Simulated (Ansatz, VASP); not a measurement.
# Cross-check of Te2Mo between VASP and Ansatz

Wanted: the spread between two codes on one cell, functional and k mesh.

Main program and level: Ansatz 0.2.0; plane waves, with VASP 6.6.1 beside it; single point at PBE.

### Step 1. The structure

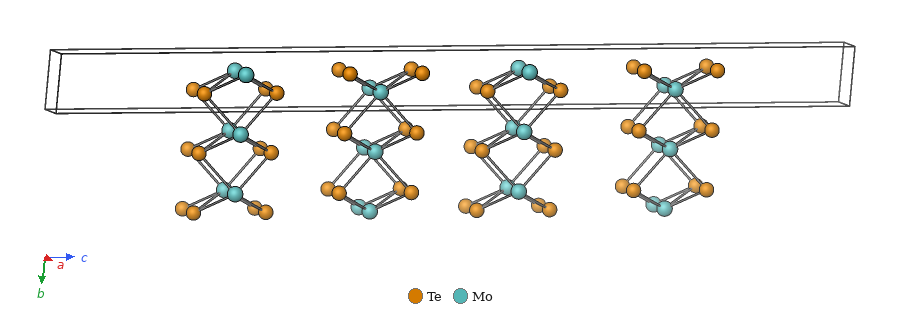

The cell as given, from the side, with the c axis across the page (tellurium orange, molybdenum teal). 2×3×1 cells are drawn.

The cell holds 12 atoms: 8 Te and 4 Mo. Cell: a = 3.518 Å, b = 3.518 Å, c = 39.566 Å, α = 90.0°, β = 90.0°, γ = 120.0°. It derives from Te2Mo. The (0 0 1) slab of Te2Mo, cut from the database cell (so at first; earlier steps may have moved the atoms). Vacuum lies along c.

Coordinates:

```cif
data_structure
_symmetry_space_group_name_H-M 'P 1'
_symmetry_Int_Tables_number 1
_cell_length_a 3.5182
_cell_length_b 3.5182
_cell_length_c 39.5656
_cell_angle_alpha 90.000
_cell_angle_beta 90.000
_cell_angle_gamma 120.000
_cell_volume 424.12
loop_
_atom_site_label
_atom_site_type_symbol
_atom_site_fract_x
_atom_site_fract_y
_atom_site_fract_z
_atom_site_occupancy
Te1 Te 0.33333 0.66667 0.18956 1
Te2 Te 0.33333 0.66667 0.28068 1
Te3 Te 0.66667 0.33333 0.36615 1
Te4 Te 0.66667 0.33333 0.45727 1
Te5 Te 0.33333 0.66667 0.54657 1
Te6 Te 0.33333 0.66667 0.63839 1
Te7 Te 0.66667 0.33333 0.73719 1
Te8 Te 0.66667 0.33333 0.82917 1
Mo9 Mo 0.66667 0.33333 0.23512 1
Mo10 Mo 0.33333 0.66667 0.41171 1
Mo11 Mo 0.66667 0.33333 0.59248 1
Mo12 Mo 0.33333 0.66667 0.78320 1
```

### Step 2. Ansatz: single point, PBE

Ansatz runs on its default PAW (the set named soft_2) files.

With cell and atoms fixed, the geometry can't cause a difference; cores, projectors, grids and the points listed under the comparison can.

File input.yaml:

```yaml
crystal:
  lattice:
    - [3.5181997507, 0.0, 0.0]
    - [-1.7590998754, 3.0468503598, 0.0]
    - [0.0, 0.0, 39.5655888]
  atoms:
    - { symbol: Te, position: [0.33333333, 0.66666667, 0.18955866] }
    - { symbol: Te, position: [0.33333333, 0.66666667, 0.28067796] }
    - { symbol: Te, position: [0.66666667, 0.33333333, 0.36614645] }
    - { symbol: Te, position: [0.66666667, 0.33333333, 0.45726575] }
    - { symbol: Te, position: [0.33333333, 0.66666667, 0.5465668087] }
    - { symbol: Te, position: [0.33333333, 0.66666667, 0.6383880031] }
    - { symbol: Te, position: [0.66666667, 0.33333333, 0.737188017] }
    - { symbol: Te, position: [0.66666667, 0.33333333, 0.8291656558] }
    - { symbol: Mo, position: [0.66666667, 0.33333333, 0.23511831] }
    - { symbol: Mo, position: [0.33333333, 0.66666667, 0.4117061] }
    - { symbol: Mo, position: [0.66666667, 0.33333333, 0.5924838665] }
    - { symbol: Mo, position: [0.33333333, 0.66666667, 0.7832010491] }
hamiltonian:
  xc: pbe
  pseudopotentials: { kind: paw }
kpoints:
  mp_grid: { grid: [6, 6, 1] }
scf:
  occupations: { method: gaussian, width: 0.05 }
  n_extra_bands: 7
efield:
  axis: 3
  dipole_correction: true
  ramp_width: 0.04
output:
  forces: true
  eigenvalues: true
  write_density: true
  write_potential: true
  elf: true
  volumetric_format: npy
```

Run with:

```console
> ansatz run input.yaml --threads 4 --pin off --max-ram 9216MiB --backend cpu --events-out ev --progress --plain --runs-dir out
```

Numbers of over 12 decimals in the logs are rounded to 6 here.

The log of the run:

```text
scf.n_extra_bands = 7 over 92 filled bands (N_el = 184.0): the run solves 99 bands
Engine: ansatz 0.2.0, x86_64-unknown-linux-gnu
Pseudopotentials: kind: paw
Pseudopotential: Te, paw, valence charge 16, recommended cutoff 420 eV (normal), Te.paw.azcp
Pseudopotential: Mo, paw, valence charge 14, recommended cutoff 420 eV (normal), Mo.paw.azcp
Functional definition: PBE
  parameter kappa = 0.804
  parameter beta = 0.066725
  exchange = pbe_x(kappa = kappa, mu = beta*pi^2/3)
  correlation = pbe_c(beta = beta)
Crystal: 12 atoms, lattice volume = 424.120 Å³
Basis set: ecut = 420 eV, 8227 PW (Γ), exchange–correlation on 48×48×540 points (8 copies of the dense FFT grid, shifted against one another)
Bands: 99, of which v1, the nominal top of the filled ones, is band 92 counted from 1 (91 counted from 0)
Symmetry: 6 space group operations
Space group: P3m1 (ITA 156), of the structure as read, at distance tolerance 7.5e-5 Å
k-points: 7 of 36 (time reversal used)
Non-local potential: Te, projectors of the file, l = 0: 2, l = 1: 2, l = 2: 2, l = 3: 2
Non-local potential: Mo, projectors of the file, l = 0: 3, l = 1: 2, l = 2: 2, l = 3: 1
PAW form: soft (Blöchl's): semilocal exchange-correlation on the pseudo side does not see the compensation charge
PAW one-centre angular grid: Te, 590 points (default); XC on 64 Gauss nodes
PAW one-centre angular grid: Mo, 590 points (default); XC on 64 Gauss nodes
Initial density: superposition of atomic densities (neutral atoms: chi_scale 0, normalization atom), corrected by the library's trained network
Initial wavefunctions: pseudopotential atomic-orbital guess
Functional: x = pbe(κ = 0.804, μ = 0.219515), c = pbe(β = 0.066725)
SCF iter   1: F=—  HF=-75666.849127 eV  |F-HF|=—  |Δ(HF+E_count)|=         —  Δρ=3.86e-3  dr2=1.15e-1  ethr=1.77e-3  p=0.001 e·Å  D=3.35e-4 V/Å  ΔV_dip=-0.01 eV  dr2_dipole=2.21e-6  V_vac-E_F(+/−)=4.20/4.21 eV  ⟨swp⟩=7.4  Hψ=2747  notcnv=0
efield: sawtooth ramp at fractional position 0.9894 (placed from the atoms, in the widest stretch of the axis that holds none; the zero of the levels goes with the place), width 0.0400; the density the first Hamiltonian is built on has a dipole p = 0.001 e·Å; the dipole correction subtracts the counter field D = 3.35e-4 V/Å, which shifts the + side's vacuum level by -0.01 eV against the − side's; the planar-averaged density in the ramp window peaks in size at 7.4e-5 e/Å³
preconditioner: auto → Resta (q_TF=auto, 2.374 Å⁻¹)  ε∞=7.4  [insulator: Δε(μ)=0.943 eV  Ē_g=6.052 eV  σ=0.050 eV  W_gap=1.00  n_scr=118 (ndim 8)  ℏωp=15.3 eV  f_vac=0.288  D(μ)=0.00/eV (n_scr^D=0)  ε∞_Penn≈7.4  vacuum switching on, ρ_ref=2.7e-3 e/Å³]
SCF iter   2: F=—  HF=-75666.853817 eV  |F-HF|=—  |Δ(HF+E_count)|=   4.69e-3  Δρ=2.18e-3  dr2=9.70e-3  ethr=6.27e-5  p=0.001 e·Å  D=2.22e-4 V/Å  ΔV_dip=-0.01 eV  dr2_dipole=1.02e-5  V_vac-E_F(+/−)=4.34/4.35 eV  ⟨swp⟩=2.0  Hψ=1139  notcnv=0  defer=13
SCF iter   3: F=—  HF=-75666.859544 eV  |F-HF|=—  |Δ(HF+E_count)|=   5.73e-3  Δρ=1.16e-3  dr2=3.52e-3  ethr=5.27e-6  p=-0.000 e·Å  D=-9.02e-6 V/Å  ΔV_dip=0.00 eV  dr2_dipole=3.95e-8  V_vac-E_F(+/−)=4.31/4.31 eV  ⟨swp⟩=2.0  Hψ=874  notcnv=0  defer=13
SCF iter   4: F=—  HF=-75666.862466 eV  |F-HF|=—  |Δ(HF+E_count)|=   2.92e-3  Δρ=5.90e-4  dr2=4.31e-3  ethr=1.91e-6  p=-0.000 e·Å  D=-1.14e-5 V/Å  ΔV_dip=0.00 eV  dr2_dipole=3.91e-6  V_vac-E_F(+/−)=4.29/4.29 eV  ⟨swp⟩=2.1  Hψ=925  notcnv=0  defer=13
SCF iter   5: F=—  HF=-75666.862055 eV  |F-HF|=—  |Δ(HF+E_count)|=   4.11e-4  Δρ=1.03e-4  dr2=8.77e-5  ethr=1.91e-6  p=-0.000 e·Å  D=-1.04e-4 V/Å  ΔV_dip=0.00 eV  dr2_dipole=8.03e-8  V_vac-E_F(+/−)=4.29/4.29 eV  ⟨swp⟩=2.0  Hψ=854  notcnv=0  defer=13
SCF iter   6: F=—  HF=-75666.862199 eV  |F-HF|=—  |Δ(HF+E_count)|=   1.44e-4  Δρ=5.05e-5  dr2=3.69e-5  ethr=4.76e-8  p=-0.000 e·Å  D=-1.34e-4 V/Å  ΔV_dip=0.01 eV  dr2_dipole=1.67e-7  V_vac-E_F(+/−)=4.29/4.28 eV  ⟨swp⟩=3.0  Hψ=1004  notcnv=0  defer=13
SCF iter   7: F=—  HF=-75666.862201 eV  |F-HF|=—  |Δ(HF+E_count)|=   2.44e-6  Δρ=3.77e-5  dr2=1.84e-5  ethr=2.00e-8  p=-0.000 e·Å  D=-9.27e-5 V/Å  ΔV_dip=0.00 eV  dr2_dipole=1.04e-8  V_vac-E_F(+/−)=4.29/4.28 eV  ⟨swp⟩=2.0  Hψ=880  notcnv=0  defer=13
SCF iter   8: F=—  HF=-75666.862200 eV  |F-HF|=—  |Δ(HF+E_count)|=   1.36e-6  Δρ=1.05e-5  dr2=1.96e-6  ethr=1.00e-8  p=-0.000 e·Å  D=-8.51e-5 V/Å  ΔV_dip=0.00 eV  dr2_dipole=4.00e-8  V_vac-E_F(+/−)=4.28/4.28 eV  ⟨swp⟩=2.0  Hψ=861  notcnv=0  defer=13
SCF iter   9: F=—  HF=-75666.862200 eV  |F-HF|=—  |Δ(HF+E_count)|=   3.48e-8  Δρ=5.34e-6  dr2=5.01e-7  ethr=1.06e-9  p=-0.000 e·Å  D=-9.52e-5 V/Å  ΔV_dip=0.00 eV  dr2_dipole=1.34e-8  V_vac-E_F(+/−)=4.28/4.28 eV  ⟨swp⟩=2.0  Hψ=916  notcnv=0  defer=13
SCF iter  10: F=-75666.862200 eV  HF=-75666.862200 eV  |F-HF|=5.22e-8  |Δ(HF+E_count)|=   2.75e-8  Δρ=2.22e-6  dr2=7.72e-8  ethr=5.43e-11  p=-0.000 e·Å  D=-8.20e-5 V/Å  ΔV_dip=0.00 eV  dr2_dipole=3.85e-9  V_vac-E_F(+/−)=4.28/4.28 eV  ⟨swp⟩=14.3  Hψ=5489  notcnv=0
SCF 1 converged in 10 iterations: F = -75666.862200 eV  dr2 = 7.72e-8
  greatest PAW one-centre occupation: 0.998 electrons in one spin orbital (limit 2), on the Mo atom at site 9 (counted from 0), in its partial waves of l = 0
WARN: The output density's exchange-correlation potential varies sharply where the density is thin. Do not read a vacuum level from v_tot or v_xc, or from such a field of the output density. On a cell that repeats whose density bears no net charge and no dipole along the vacuum's axis use v_es (v_loc + v_h of the components); under efield.dipole_correction with no amplitude use v_es + v_field, which holds any externa [...]
SCF converged after 10 iterations
Free energy (F): -75666.862200 eV
Harris-Foulkes:  -75666.862200 eV  (|F-HF|=5.22e-8)
Internal energy: -75666.862200 eV  (E = F + TS)
E sigma→0 (E₀):  -75666.862200 eV
Fermi energy:    7.849000 eV
Dipole field:    D = -0.000139 V/Å  (p = -0.000326 e·Å, saw-weighted, corrected)
Work function:   Φ+ = 4.2814 eV   Φ− = 4.2759 eV
Levels:          The Fermi level and band energies are counted from a zero that moves with the ramp; work functions are not
--- Per-component energies (eV) ---
  E_band       = -3212.399325
  E_kinetic    = 3217.089963
  E_local      = -163763.324240  (includes V_loc(G=0)·N_el)
  E_nonlocal   = -1905.380839
  E_hartree    = 82306.547653
  E_xc         = -1730.913894
  E_vxc        = -1752.954784  (∫ρ·V_xc dr)
  E_paw        = -50107.875367  (= ΣΔE_a)
  E_vpaw       = -3620.839793  (= ΣTr[D̂ρ^β])
  E_aug_tail   = -0.001196  (compensation charges beyond the density's cutoff)
  E_efield     = 0.000000  (sawtooth field / dipole correction)
  E_vefield    = -0.003793  (∫n·V_field dr)
  E_ewald      = 56316.995722
  E_smearing   = -0.000000  (= −TS)
  E_closure    = -0.000000  (closes the sum)
  Σ components = -75666.862200   (vs F -75666.862200, Δ=0.00e0)
--- Forces (eV/Å), atoms counted from 1 ---
  atom   1  Te     0.00000000     0.00000000    -0.25980401
  atom   2  Te    -0.00000000     0.00000000     0.18789585
  atom   3  Te     0.00000000     0.00000000    -0.18311501
  atom   4  Te    -0.00000000    -0.00000000     0.22299665
  atom   5  Te     0.00000000    -0.00000000    -0.03465760
  atom   6  Te    -0.00000000     0.00000000     0.07926461
  atom   7  Te     0.00000000    -0.00000000    -0.02940411
  atom   8  Te     0.00000000    -0.00000000     0.04081535
  atom   9  Mo     0.00000000     0.00000000    -0.05706701
  atom  10  Mo    -0.00000000     0.00000000     0.01633752
  atom  11  Mo     0.00000000     0.00000000     0.01874808
  atom  12  Mo    -0.00000000     0.00000000    -0.00198302
  max |Σ_I F_I| component: 2.73e-5 eV/Å
--- Band table (eV; the first three rows and the last of 7) ---
  k-point 0: bands = [... 88 lower, 6.5348, 6.9483, 7.1965, 7.3685, 10.3579, 10.3579, 10.4042, 10.4042, ... 3 higher]
  k-point 1: bands = [... 88 lower, 6.5980, 6.8803, 6.9778, 7.0543, 9.2121, 9.2783, 9.3518, 9.4304, ... 3 higher]
  k-point 2: bands = [... 88 lower, 6.5692, 6.6383, 6.6780, 6.7043, 8.5923, 8.7027, 8.8400, 8.9714, ... 3 higher]
  k-point 6: bands = [... 88 lower, 7.1689, 7.2489, 7.2969, 7.3400, 8.4041, 8.4069, 8.4468, 8.4603, ... 3 higher]
```

Wall time 6 s (4 threads of Intel Xeon 6975P-C (Granite Rapids), shared host); peak memory 1.3 GiB; 22 s of CPU time.

[end of part 1 of 2]

[Lines on the potential files, build, host, timing and source positions are cut from VASP's logs without a mark.]

[Logs are printed without paths, hosts, clocks, repeated set-up lines and the standing remarks that a program may print on its own settings, such as how far it seeks lower states.]

[Hosts, paths, dates, database ids (printed as entryN), source tags and the programs' standing remarks are cut or masked in the printed files.]
